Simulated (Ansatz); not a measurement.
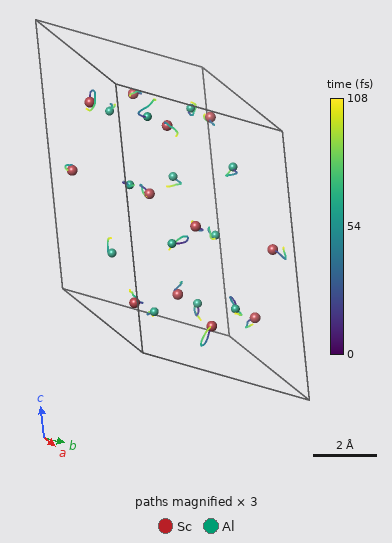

A Born-Oppenheimer molecular dynamics run of a 24-atom cell of ScAl (set up in Cmcm), 108 fs long. It starts from the last geometry of an earlier run, with fresh velocities. Lines trace each atom's path, coloured by time; spheres stand at the starting positions. The excursions are magnified 3 times. Seen slightly off an axis in the simulation cell.

Level of theory: Ansatz, DFT PBEsol, scalar-relativistic, plane waves, PAW. Settings: plane-wave cutoff 420 eV; k-point mesh 4 × 4 × 4; Fermi-Dirac smearing 0.05 eV; volume 1.03 times that of the relaxed crystal; Langevin thermostat (NVT); set temperature 300 K; time step 3 fs; friction 0.02 per fs.

Question: Describe the motion.

Answer: Root-mean-square distances from the starting positions over the second half, with the common drift of all atoms taken out: Al 0.13 Å, Sc 0.12 Å. The run lasts only 108 fs, too short to tell vibration from diffusion.
